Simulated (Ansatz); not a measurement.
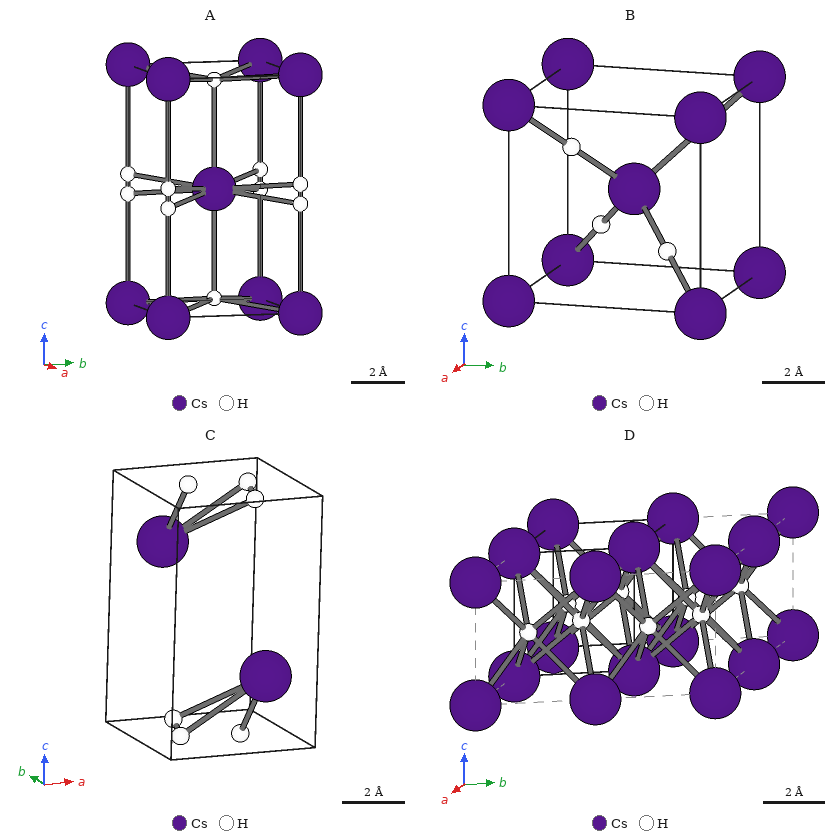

Four structures of CsH2, each relaxed to rest (conventional cells in solid outline, small ones repeated, each panel with its own scale). Method: DFT PBE, scalar-relativistic, plane waves, PAW in Ansatz 0.2.0, without spin polarisation.

Give the type and space group of each panel.

A: 6 atoms a cell on a body-centred tetragonal lattice, I4/mmm; B: cuprite (Cu₂O) type, Pn-3m; C: 6 atoms a cell on a primitive triclinic lattice, P-1; D: AlB₂ type, P6/mmm.

Which of these is lowest in energy, and how far above it do the others lie?

C, then A (+51 meV/atom), D (+458 meV/atom) and B (+838 meV/atom), energies at zero smearing.

Collect the results in a table.

| panel | structure | E − E(lowest) (meV/atom) | volume (Å³/atom) | gap (eV) |
| --- | --- | --- | --- | --- |
| C | P-1 | 0 | 39.0 | metal |
| A | I4/mmm | 51 | 42.9 | metal |
| D | P6/mmm | 458 | 19.3 | metal |
| B | Pn-3m | 838 | 46.3 | metal |

Some of these may be structure types tried for this composition rather than known phases, and the most stable form need not be among them. Gaps are taken on the k-mesh or band path of each run.
